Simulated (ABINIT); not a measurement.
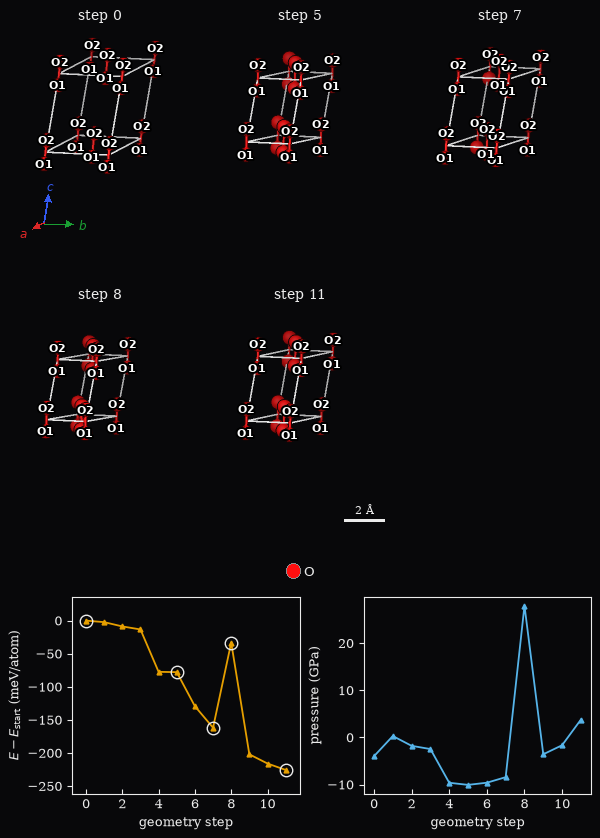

Frames of a relaxation of crystalline O (set up in C2/m), marked on the history of the run. Style: ball-and-stick. Shown: the conventional cell (2 times the calculation's cell), slightly off an axis. Lengths and directions refer to the drawn axes.

The run lets cell and atoms move.

Level of theory: Kohn-Sham DFT of a periodic cell, PBEsol, PseudoDojo NC SR PBEsol v0.4.1 standard (ABINIT).

The input:
```
# Pseudopotentials
pp_dirpath "./"
pseudos "O.upf"

# Structure
acell 3.3006249392 3.3006249392 4.3628619178 Angstrom
rprim
     0.8638978696    -0.5036670239     0.0000000000
     0.8638978696     0.5036670239     0.0000000000
    -0.5488350190     0.0000000000     0.8359306921
ntypat 1
znucl 8
natom 2
typat 1 1
chkprim 0
chksymtnons 0
tolsym 1.0e-6
xred
   0.9745461700   0.9745461700   0.8444259800
   0.0254538300   0.0254538300   0.1555740200

# Plane-wave basis
ecut 42.0
ecutsm 0.5

# k points
kptopt 1
ngkpt 8 8 5
nshiftk 1
shiftk 0.0 0.0 0.0

# Exchange and correlation
ixc -116133

# Bands and occupations
nband 10
occopt 3
tsmear 0.00183747

# SCF cycle
nstep 80
tolvrs 1.0e-12

# Output
iomode 3
prteig 0
prtebands 0
prtwf 0
prtden 0

# Relaxation
ionmov 2
optcell 2
ntime 50
tolmxf 2.0e-5
dilatmx 1.08
```

Launched with:
```bash
abinit run.abi > log 2>&1
```

**What happens along the run?**

The run was cut off at its time limit before the relaxation converged, so the last structure is only a point on the way. The largest moves relative to the cell, 0.13 Å, are those of O1 and O2. O2 goes along [2 0 3]. Cell: a 5.703 → 5.568 Å (−2.4 %), b 3.325 → 2.300 Å (−30.8 %), c 4.363 → 3.609 Å (−17.3 %), β 123.3° → 118.8°. Volume −41.4 %. Near-neighbour distances that change, for instance: O1–O2 1.222 → 1.203 Å. The space group stays C2/m (No. 12). Over 11 geometry steps the energy falls by 226 meV per atom. The largest force component goes from 0.84 to 0.11 eV/Å. Pressure: −3.98 GPa at the start and 3.79 GPa at the end. From step 0 to 5: O atoms move most (0.20 Å), volume −42.7 %, energy −77.8 meV per atom. From step 5 to 7: O atoms move most (0.09 Å), volume +24.4 %, energy −84.0 meV per atom. From step 7 to 8: O atoms move most (0.06 Å), volume −31.6 %, energy +129 meV per atom. From step 8 to 11: O atoms move most (0.04 Å), volume +20.1 %, energy −192 meV per atom.
